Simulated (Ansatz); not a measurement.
# SnO: geometry relaxation (part 2 of 2)

The same run, continued: SnO (F-43m, 2 atoms in the cell); DFT LDA, scalar-relativistic, plane waves, PAW, no spin polarisation (Ansatz 0.2.0); cutoff 420 eV, 10×10×10 k-mesh, Fermi–Dirac smearing of 0.15 eV. It belongs to a series of runs on one base structure; here: elastic constants, atoms relaxed.

Geometry of the input (Å; fractional positions):
```
0.0000  2.6732  2.6732
2.6732  0.0000  2.6732
2.6732  2.6732  0.0000
Sn 0.0000  0.0000  0.0000
O  0.2500  0.2500  0.2500
```

## Output, continued
```
--- Forces (eV/Å), atoms counted from 1 ---
  atom   1  Sn    -0.00000000     0.00000000    -0.00000000
  atom   2  O      0.00000000    -0.00000000    -0.00000000
  max |Σ_I F_I| component: 7.40e-17 eV/Å
--- Stress (GPa, compression-positive) ---
       -1.037739       0.000000      -0.000000
       -0.000000      -1.037739       0.000000
       -0.000000       0.000000      -1.037739
  P = ⅓ Tr σ = -1.0377 GPa (-10.377 kbar)
--- Band table (eV; the first three rows and the last of 47) ---
  k-point 0: bands = ["-12.8845", "-12.8845", "-12.8845", "-12.8211", "-12.8211", "-10.2360", "2.4337", "4.8915", "4.8915", "4.8915", "13.2628", "13.2628", "13.2628", "17.9717", "20.3086"]
  k-point 1: bands = ["-12.9007", "-12.8808", "-12.8808", "-12.8210", "-12.8210", "-10.1698", "2.1863", "4.8439", "4.8439", "5.1158", "12.6584", "13.3176", "13.3176", "18.5710", "19.8252"]
  k-point 2: bands = ["-12.9416", "-12.8728", "-12.8728", "-12.8191", "-12.8191", "-9.9924", "1.6398", "4.7243", "4.7243", "5.5790", "11.6332", "13.4201", "13.4201", "18.2437", "19.4060"]
  k-point 46: bands = ["-13.0832", "-12.8446", "-12.8439", "-12.8080", "-12.8032", "-9.2639", "0.7888", "3.2680", "3.2946", "8.8185", "9.6529", "11.8267", "13.2175", "16.3807", "20.8839"]
--- Elastic constants: 2 strain directions × 4 members + reference (group order 24) ---
  dense FFT box of the reference and of every strained cell: 27×27×27
  strains applied: 11, 23; error gains: componentwise 1.00 (the most a stress slope's error grows in a printed constant), spectral 1.73 (1 for all six strains in a standard setting)
  C = ∂σ_k/∂η_j (tension-positive GPa; Voigt order 11 22 33 23 13 12):
        71.486     68.815     68.815      0.000     -0.000     -0.000
        68.815     71.486     68.815      0.000     -0.000      0.000
        68.815     68.815     71.486      0.000      0.000     -0.000
        -0.000      0.000      0.000    -35.068     -0.000      0.000
         0.000      0.000      0.000      0.000    -35.068      0.000
        -0.000      0.000      0.000      0.000      0.000    -35.068
  reference stress σ⁰ (GPa):      1.038      1.038      1.038     -0.000      0.000      0.000
  C* (energy form; C + prestress term) asymmetry max|C*_kj − C*_jk| = 1.421e-14 GPa — a small one proves nothing (zero by symmetry where the batch's group is 432, −43m or m−3m); a large one is finite-difference/SCF noise where every solve meets its electron count
  moduli (Voigt/Reuss/Hill, GPa): K = 69.71/69.71/69.71   G = -20.51/3.54/-8.48   E = -26.52   ν = 0.563
  mechanically stable: NO (min eigenvalue of sym C = -35.07 GPa)
  strain η (Voigt 11):  stress-route row diagonal C_11 = 71.49 GPa, energy-path curvature d²(F+E_count+ΔE)/dδ²/Ω₀ = 71.65 GPa
    cells at ±δ against ±2δ: C11 71.52 and 71.61 GPa, apart by 0.13 % of the column's largest entry
         δ    σ_11 (GPa)             F (eV)   n_scf  n_hpsi   n_pw
    -1.000e-2       0.3159       -6433.8607552      10   31907    753   relax 0 steps, max|allowed force component| 5.83e-16 eV/Å
    -5.000e-3       0.6785       -6433.8601181       5   24579    754   relax 0 steps, max|allowed force component| 3.33e-16 eV/Å
     5.000e-3       1.3937       -6433.8577109       5   24110    763   relax 0 steps, max|allowed force component| 5.55e-16 eV/Å
     1.000e-2       1.7482       -6433.8558432       8   25807    765   relax 0 steps, max|allowed force component| 5.55e-16 eV/Å
  strain η (Voigt 23):  stress-route row diagonal C_44 = -35.07 GPa, energy-path curvature d²(F+E_count+ΔE)/dδ²/Ω₀ = -35.53 GPa
    cells at ±δ against ±2δ: C44 -35.06 and -35.04 GPa, apart by 0.06 % of the column's largest entry
         δ    σ_23 (GPa)             F (eV)   n_scf  n_hpsi   n_pw
    -1.000e-2       0.3504       -6433.8595424       2   25057    759   relax 4 steps, max|allowed force component| 6.60e-8 eV/Å
    -5.000e-3       0.1753       -6433.8592408       2   25124    760   relax 2 steps, max|allowed force component| 1.63e-5 eV/Å
     5.000e-3      -0.1753       -6433.8592408       2   25084    760   relax 2 steps, max|allowed force component| 5.61e-11 eV/Å
     1.000e-2      -0.3504       -6433.8595425       2   25119    759   relax 2 steps, max|allowed force component| 4.10e-5 eV/Å
```

## File elastic.tsv
```
# convention: tension-positive GPa; Voigt order 11 22 33 23 13 12; engineering shear strains; stresses and constants hold the Pulay correction, whose part of sigma0, of c and of each member's stress the lines and columns named pulay_correction_..._gpa give (of c_energy it is that of c and, on the columns of strains 1 to 3, that of sigma0; of a layer's constants it is that of c in the plane, times a tenth of its plane spacing in ang); where a line pulay_correction_withheld stands none holds it
# sigma0_gpa = 1.0377393430e0 1.0377393430e0 1.0377393430e0 -5.5586668393e-16 1.0422500324e-16 2.3161111831e-17
# pulay_correction_sigma0_gpa = -5.0337545273e-1 -5.0337545273e-1 -5.0337545273e-1 6.3331165162e-19 7.2378474470e-19 -1.8094618618e-19
# c_energy_asymmetry_gpa = 1.4210854715e-14
# group_order = 24
# error_gain_componentwise = 1.0000000000e0	error_gain_spectral = 1.7320508076e0
# k_voigt_gpa = 6.9705644030e1	k_reuss_gpa = 6.9705644030e1	k_hill_gpa = 6.9705644030e1
# g_voigt_gpa = -2.0506355061e1	g_reuss_gpa = 3.5407558556e0	g_hill_gpa = -8.4827996026e0
# youngs_gpa = -2.6524355648e1	poisson = 5.6341991388e-1
# min_eigenvalue_gpa = -3.5067525993e1	stable = false
# k	c_k1_gpa	c_k2_gpa	c_k3_gpa	c_k4_gpa	c_k5_gpa	c_k6_gpa	c_energy_k1_gpa	c_energy_k2_gpa	c_energy_k3_gpa	c_energy_k4_gpa	c_energy_k5_gpa	c_energy_k6_gpa	pulay_correction_c_k1_gpa	pulay_correction_c_k2_gpa	pulay_correction_c_k3_gpa	pulay_correction_c_k4_gpa	pulay_correction_c_k5_gpa	pulay_correction_c_k6_gpa
1	7.1486179147e1	6.8815376471e1	6.8815376471e1	1.6940658945e-21	-4.2351647363e-22	-4.2351647363e-22	7.2523918490e1	6.9853115814e1	6.9853115814e1	1.6940658945e-21	-4.2351647363e-22	-4.2351647363e-22	1.4260159076e0	1.2014972966e0	1.2014972966e0	5.2939559203e-23	-6.6174449004e-24	-6.6174449004e-24
2	6.8815376471e1	7.1486179147e1	6.8815376471e1	1.2705494209e-20	-1.6940658945e-21	4.2351647363e-22	6.9853115814e1	7.2523918490e1	6.9853115814e1	1.2705494209e-20	-1.6940658945e-21	4.2351647363e-22	1.2014972966e0	1.4260159076e0	1.2014972966e0	2.5146290622e-22	0.0000000000e0	6.6174449004e-24
3	6.8815376471e1	6.8815376471e1	7.1486179147e1	1.4399560103e-20	4.2351647363e-22	-1.6940658945e-21	6.9853115814e1	6.9853115814e1	7.2523918490e1	1.4399560103e-20	4.2351647363e-22	-1.6940658945e-21	1.2014972966e0	1.2014972966e0	1.4260159076e0	2.6469779602e-22	6.6174449004e-24	-1.5543678551e-39
4	-6.3108872418e-30	3.8851399582e-29	3.8654184356e-29	-3.5067525993e1	-9.4663308627e-30	3.1554436209e-29	-5.5586668393e-16	-5.5586668393e-16	-5.5586668393e-16	-3.5067525993e1	-9.4663308627e-30	3.1554436209e-29	-1.9259299444e-34	-1.5407439555e-33	5.2225622602e-65	2.5422241660e-1	3.1554436209e-30	1.4454754249e-47
5	2.2088105346e-29	2.2182666332e-29	8.1250115164e-31	3.1554436209e-30	-3.5067525993e1	2.3549518842e-20	1.0422500324e-16	1.0422500324e-16	1.0422500324e-16	3.1554436209e-30	-3.5067525993e1	2.3549518842e-20	-1.5407439555e-31	-2.6221554274e-31	-4.9339922283e-31	-1.9721522631e-30	2.5422241660e-1	4.5083564861e-22
6	-1.0522403105e-29	1.1114048185e-29	6.3108872418e-30	3.1554436209e-30	2.3549518855e-20	-3.5067525993e1	2.3161111831e-17	2.3161111831e-17	2.3161111831e-17	3.1554436209e-30	2.3549518855e-20	-3.5067525993e1	2.3980976383e-30	-3.0143952322e-30	7.0064923216e-46	1.4791141973e-31	4.5083565088e-22	2.5422241660e-1
```

## Trajectory as extended XYZ (Å, eV, eV/Å), 10 frames, from step=1 to step=2
```
2
Lattice="0.0000 2.6732 2.6732 2.6732 0.0000 2.6732 2.6732 2.6732 0.0000" Properties=species:S:1:pos:R:3:forces:R:3 step=1 energy=-6433.85935
Sn    0.0000    0.0000    0.0000   -0.0292   0.0000   0.0000
O     1.3366    1.3299    1.3299    0.0292   0.0000   0.0000
2
Lattice="0.0000 2.6732 2.6732 2.6732 0.0000 2.6732 2.6732 2.6732 0.0000" Properties=species:S:1:pos:R:3:forces:R:3 step=2 energy=-6433.85944
Sn   -0.0017    0.0000    0.0000   -0.0213   0.0000   0.0000
O     1.3383    1.3299    1.3299    0.0213   0.0000   0.0000
2
Lattice="0.0000 2.6732 2.6732 2.6732 0.0000 2.6732 2.6732 2.6732 0.0000" Properties=species:S:1:pos:R:3:forces:R:3 step=3 energy=-6433.85954
Sn   -0.0063    0.0000    0.0000   -0.0005   0.0000   0.0000
O     1.3429    1.3299    1.3299    0.0005   0.0000   0.0000
2
Lattice="0.0000 2.6732 2.6732 2.6732 0.0000 2.6732 2.6732 2.6732 0.0000" Properties=species:S:1:pos:R:3:forces:R:3 step=4 energy=-6433.85954
Sn   -0.0064    0.0000    0.0000    0.0000   0.0000   0.0000
O     1.3430    1.3299    1.3299    0.0000   0.0000   0.0000
2
Lattice="0.0000 2.6732 2.6732 2.6732 0.0000 2.6732 2.6732 2.6732 0.0000" Properties=species:S:1:pos:R:3:forces:R:3 step=1 energy=-6433.85919
Sn    0.0000    0.0000    0.0000   -0.0146   0.0000   0.0000
O     1.3366    1.3333    1.3333    0.0146   0.0000   0.0000
2
Lattice="0.0000 2.6732 2.6732 2.6732 0.0000 2.6732 2.6732 2.6732 0.0000" Properties=species:S:1:pos:R:3:forces:R:3 step=2 energy=-6433.85924
Sn   -0.0032    0.0000    0.0000    0.0000   0.0000   0.0000
O     1.3398    1.3333    1.3333    0.0000   0.0000   0.0000
2
Lattice="0.0000 2.6732 2.6732 2.6732 0.0000 2.6732 2.6732 2.6732 0.0000" Properties=species:S:1:pos:R:3:forces:R:3 step=1 energy=-6433.85919
Sn    0.0000    0.0000    0.0000    0.0146   0.0000   0.0000
O     1.3366    1.3399    1.3399   -0.0146   0.0000   0.0000
2
Lattice="0.0000 2.6732 2.6732 2.6732 0.0000 2.6732 2.6732 2.6732 0.0000" Properties=species:S:1:pos:R:3:forces:R:3 step=2 energy=-6433.85924
Sn    0.0032    0.0000    0.0000    0.0000   0.0000   0.0000
O     1.3334    1.3399    1.3399    0.0000   0.0000   0.0000
2
Lattice="0.0000 2.6732 2.6732 2.6732 0.0000 2.6732 2.6732 2.6732 0.0000" Properties=species:S:1:pos:R:3:forces:R:3 step=1 energy=-6433.85935
Sn    0.0000    0.0000    0.0000    0.0292   0.0000   0.0000
O     1.3366    1.3433    1.3433   -0.0292   0.0000   0.0000
2
Lattice="0.0000 2.6732 2.6732 2.6732 0.0000 2.6732 2.6732 2.6732 0.0000" Properties=species:S:1:pos:R:3:forces:R:3 step=2 energy=-6433.85954
Sn    0.0064    0.0000    0.0000    0.0000   0.0000   0.0000
O     1.3302    1.3433    1.3433    0.0000   0.0000   0.0000
```

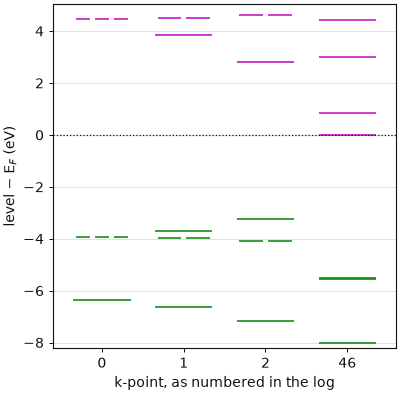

Figure 1. Kohn–Sham levels near the Fermi level (dotted) at the few k-points that the log prints; levels within 0.02 eV of each other stand side by side. The system is metallic on the full mesh.

## Results in brief

```json
{"quantity": "outcome", "value": "converged"}
{"quantity": "space group (tolerance 0.01 Å)", "value": "F-43m (216) → R3m (160)"}
{"quantity": "electrons treated", "value": "20"}
{"quantity": "free energy", "value": "−6433.8592 eV"}
{"quantity": "Fermi energy", "value": "8.805 eV"}
{"quantity": "gap on the k-point mesh", "value": "none (metallic)"}
{"quantity": "pressure", "value": "−1.04 GPa"}
{"quantity": "final volume", "value": "38.21 Å³"}
{"quantity": "bulk modulus (Hill)", "value": "69.7 GPa"}
{"quantity": "shear modulus (Hill)", "value": "−8.5 GPa"}
{"quantity": "largest force (length of the vector) at the end", "value": "under 0.001 eV/Å"}
{"quantity": "final cell", "value": "a = 3.780 Å, b = 3.780 Å, c = 3.780 Å, α = 60.00°, β = 60.00°, γ = 60.00°"}
{"quantity": "elastic stability", "value": "unstable"}
{"quantity": "wall time", "value": "32 s (CPU time 2 min)"}
{"quantity": "peak memory", "value": "0.48 GiB"}
```

Results for this metal are sensitive to the k-point mesh.
